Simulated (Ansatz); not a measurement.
GW calculation, with input and output: LiH

- system: LiH (Fm-3m, 2 atoms in the cell)
- method: DFT, PBE, plane waves, PAW, no spin polarisation (Ansatz 0.2.0)

The structure was built on a prototype by a generator. The geometry comes from this level: r2SCAN. It belongs to a series of runs on one base structure; here: G0W0 settings. Figures and captions count atoms from 1; the log counts them from 0 in places.

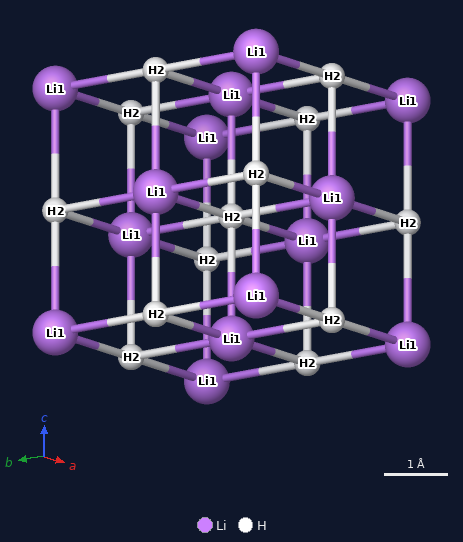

*The structure (ball-and-stick view of the cell 4 times as large as that of the calculation, set on its symmetry axes, seen at an oblique angle; atoms are numbered from 1 in the order of the input).*

Near neighbours in the crystal (not all of them lie inside the picture): Li has 6 H at 2.00 Å; H has 6 Li at 2.00 Å.

## Input file
```yaml
crystal:
  lattice:
    - [0.0, 2.0029948335, 2.0029948335]
    - [2.0029948335, 0.0, 2.0029948335]
    - [2.0029948335, 2.0029948335, 0.0]
  atoms:
    - { symbol: Li, position: [0.0, 0.0, 0.0] }
    - { symbol: H, position: [0.5, 0.5, 0.5] }
kpoints:
  mp_grid: { grid: [4, 4, 4] }
hamiltonian:
  xc: pbe
scf:
  occupations: { method: fixed }
gw:
  n_empty_bands: 60
  ecut_chi: 80
  qp_bands: [v1, c1]
  qp_kpoints: band_edges
  screening: { model: contour_deformation }
  q_mesh: [1, 1, 1]
```

Machine: 4 threads of an x86-64 CPU, shared host.

Run as:
```bash
ansatz run input.yaml --threads 4 --pin off --max-ram 3686MiB --backend cpu --events-out ev --progress --plain --runs-dir out
```

## What the program printed
```
Engine: ansatz 0.2.0, x86_64-unknown-linux-gnu
Pseudopotentials: kind: paw
Pseudopotential: Li, paw, valence charge 3, recommended cutoff 420 eV (normal), Li.paw.azcp
Pseudopotential: H, paw, valence charge 1, recommended cutoff 420 eV (normal), H.paw.azcp
Functional definition: PBE
  parameter kappa = 0.804
  parameter beta = 0.06672455060314922
  exchange = pbe_x(kappa = kappa, mu = beta*pi^2/3)
  correlation = pbe_c(beta = beta)
Crystal: 2 atoms, lattice volume = 16.072 Å³
Basis set: ecut = 420 eV, 331 PW (Γ)
Bands: 6, of which v1, the nominal top of the filled ones, is band 2 counted from 1 (1 counted from 0)
Symmetry: 48 space group operations
Space group: Fm-3m (ITA 225), of the structure as read, at distance tolerance 2.5e-5 Å
k-points: 8 of 64
Non-local potential: Li, projectors of the file, l = 0: 3, l = 1: 2, l = 2: 1
Non-local potential: H, projectors of the file, l = 0: 2, l = 1: 1
PAW form: soft (Blöchl's): semilocal exchange-correlation on the pseudo side does not see the compensation charge
PAW one-centre angular grid: Li, 110 points (default); XC on 64 Gauss nodes
PAW one-centre angular grid: H, 110 points (default); XC on 64 Gauss nodes
Initial density: superposition of atomic densities (neutral atoms: chi_scale 0, normalization atom), corrected by the library's trained network
Initial wavefunctions: pseudopotential atomic-orbital guess
Functional: x = pbe(κ = 0.804, μ = 0.2195149727645171), c = pbe(β = 0.06672455060314922)
SCF iter   1: F=—  HF=-221.377297 eV  |F-HF|=—  |Δ(HF+E_count)|=         —  Δρ=8.62e-4  dr2=9.66e-5  ethr=1.77e-3  ⟨swp⟩=3.6  Hψ=341  notcnv=0  defer=10
preconditioner: auto → none  [insulator: Δε(μ)=2.971 eV  Ē_g=14.109 eV  n_scr=0 (ndim 8)  ℏωp=13.1 eV  f_vac=0.000  ε∞_Penn≈1.9]
SCF iter   2: F=—  HF=-221.377375 eV  |F-HF|=—  |Δ(HF+E_count)|=   7.80e-5  Δρ=4.26e-4  dr2=2.06e-5  ethr=2.41e-6  ⟨swp⟩=2.4  Hψ=135  notcnv=0  defer=12
SCF iter   3: F=—  HF=-221.377413 eV  |F-HF|=—  |Δ(HF+E_count)|=   3.77e-5  Δρ=4.82e-5  dr2=2.08e-7  ethr=5.15e-7  ⟨swp⟩=2.0  Hψ=76  notcnv=0  defer=12
iter 4 did not close the SCF: its close was put off for the readings that it lacked (scf_convergence_deferred on its scf_iter line)
SCF iter   4: F=-221.377413 eV  HF=-221.377413 eV  |F-HF|=1.42e-9  |Δ(HF+E_count)|=   5.04e-7  Δρ=4.27e-6  dr2=1.06e-9  ethr=5.19e-9  ⟨swp⟩=2.0  Hψ=56  notcnv=0  defer=12
iter 5 did not close the SCF: its close was put off for the readings that it lacked (scf_convergence_deferred on its scf_iter line)
SCF iter   5: F=-221.377413 eV  HF=-221.377413 eV  |F-HF|=5.94e-11  |Δ(HF+E_count)|=   1.68e-9  Δρ=6.53e-7  dr2=2.26e-11  ethr=2.65e-11  ⟨swp⟩=2.4  Hψ=59  notcnv=0  defer=12
SCF iter   6: F=-221.377413 eV  HF=-221.377413 eV  |F-HF|=0.00e0  |Δ(HF+E_count)|=  6.62e-11  Δρ=1.40e-8  dr2=1.26e-14  ethr=1.00e-12  ⟨swp⟩=3.2  Hψ=241  notcnv=0
SCF 1 converged in 6 iterations: F = -221.377413 eV  dr2 = 1.26e-14
  greatest PAW one-centre occupation: 1.000 electrons in one spin orbital (limit 2), on the Li atom at site 0 (counted from 0), in its partial waves of l = 0
```

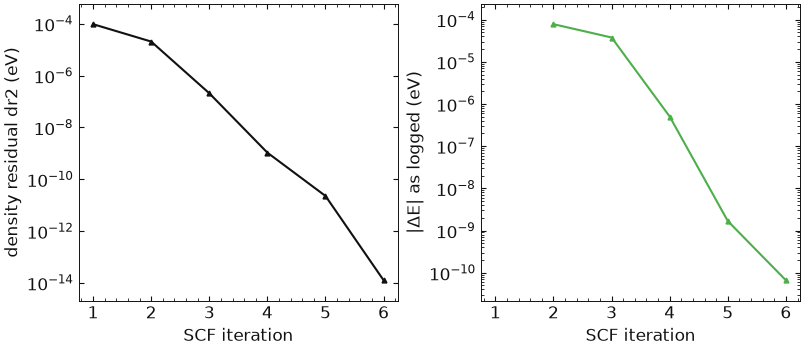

*Convergence of the self-consistent field: density residual dr2 and size of the energy change against the SCF iteration.*

The residual falls at every step.

```
NSCF: frozen V_eff on 8 k-points
G₀W₀ screening: q 1/1
G₀W₀ self-energy: k 1/3
G₀W₀ self-energy: k 2/3
G₀W₀ self-energy: k 3/3
NSCF: frozen V_eff on 1 k-points
SCF converged after 6 iterations
Free energy (F): -221.377413 eV
Harris-Foulkes:  -221.377413 eV  (|F-HF|=0.00e0)
Internal energy: -221.377413 eV  (E = F + TS)
E sigma→0 (E₀):  -221.377413 eV
Fermi energy:    0.764977 eV
--- Per-component energies (eV) ---
  E_band       = -90.123193
  E_kinetic    = 36.068731
  E_local      = -124.574566  (includes V_loc(G=0)·N_el)
  E_nonlocal   = -31.723211
  E_hartree    = 34.811838
  E_xc         = -20.253439
  E_vxc        = -26.146526  (∫ρ·V_xc dr)
  E_paw        = -21.552274  (= ΣΔE_a)
  E_vpaw       = -13.370129  (= ΣTr[D̂ρ^β])
  E_aug_tail   = -0.001169  (compensation charges beyond the density's cutoff)
  E_ewald      = -94.153324
  E_smearing   = -0.000000  (= −TS)
  E_closure    = 0.000000  (closes the sum)
  Σ components = -221.377413   (vs F -221.377413, Δ=0.00e0)
--- Band table (eV; the first three rows and the last of 8) ---
  k-point 0: bands = ["-43.5310", "-4.6889", "16.8832", "18.6492", "18.6492", "18.6492"]
  k-point 1: bands = ["-43.5077", "-3.6210", "10.4837", "15.8474", "17.4038", "17.4038"]
  k-point 2: bands = ["-43.4844", "-1.8704", "5.6628", "14.4414", "17.2601", "17.2601"]
  k-point 7: bands = ["-43.4700", "0.5348", "6.0264", "6.0264", "12.5520", "18.4102"]
--- G₀W₀: contour deformation, 6 samples at zero and on the imaginary axis and 2 off it, 1 q-point, 60 empty bands' worth ---
  eigenvalues of the whole cell's RPA ε∞ on this k-mesh (on a slab, of 1 + 4πα/V) = 5.4142, 5.4142, 5.4142; static W/v taken at q = 0 is 0.184700
  bands read: the sum over 62 bands ends inside a degenerate multiplet in 2 slots, whose members it reads at an even weight; the widest, k=0: bands 61 to 63 (counted from 1) at 2/3 each
  gw.qp_kpoints: band_edges: 3 of 8 stored k-points solved, in 1 pass; an edge of the gap read off the rows below is read off those points alone
    valence top: of the k-points left out ik 4 came nearest to being solved in a further pass, in band 2 (counted from 1, as in the quasiparticle table): it holds the edge there only if its correction is more favourable than any solved in that band by at least 1.553 eV; those differ by 0.185 eV
    conduction bottom: of the k-points left out ik 4 came nearest to being solved in a further pass, in band 3 (counted from 1, as in the quasiparticle table): it holds the edge there only if its correction is more favourable than any solved in that band by at least 2.367 eV; those differ by 0.095 eV
  `?` marks the rows in doubt; gw_qp.tsv's column doubts and the gw_qp event give each row's grounds
    ik  band        ε_KS         Σx   Σc(E_QP)       V_xc       Z   E_QP_lin       E_QP  E_QP is
     2     2     -1.8704   -18.4385     7.0101   -10.1665  0.6092    -3.2420    -3.1322  root ?
     2     3      5.6628    -1.9005    -7.1499    -8.6484  0.6163     5.2683     5.2608  root
     6     2      0.7650   -20.6236     7.6970   -11.4802  0.6009    -0.8357    -0.6814  root ?
     6     3      3.7370    -0.9764    -7.1500    -7.7450  0.6163     3.3624     3.3556  root
     7     2      0.5348   -20.2025     7.5671   -11.2414  0.6018    -0.9997    -0.8592  root ?
     7     3      6.0264    -1.1644    -7.0960    -7.7840  0.6157     5.5605     5.5500  root
```

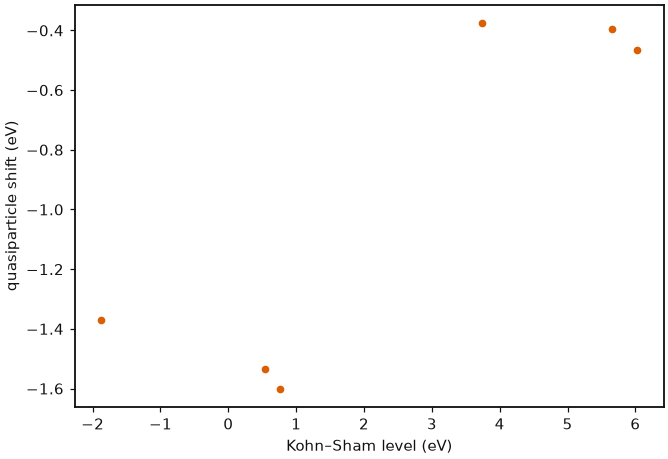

*Quasiparticle corrections (linearised) against the Kohn–Sham levels, for the bands and k-points computed.*

On this mesh the gap goes from 2.97 to 4.04 eV.

## Summary

```json
{"quantity": "outcome", "value": "converged"}
{"quantity": "space group (tolerance 0.01 Å)", "value": "Fm-3m (225)"}
{"quantity": "electrons treated", "value": "4"}
{"quantity": "free energy", "value": "−221.3774 eV"}
{"quantity": "Fermi energy", "value": "0.765 eV"}
{"quantity": "gap on the k-point mesh", "value": "2.97 eV"}
{"quantity": "quasiparticle gap on the mesh", "value": "4.04 eV"}
{"quantity": "wall time", "value": "1.1 s (CPU time 1.8 s)"}
{"quantity": "peak memory", "value": "0.28 GiB"}
```

## Remarks

Settings chosen away from the usual ones: G0W0 settings. The GW levels are not extrapolated in basis or mesh. The k-point mesh is coarse for a cell of this size, so the results may not be converged.
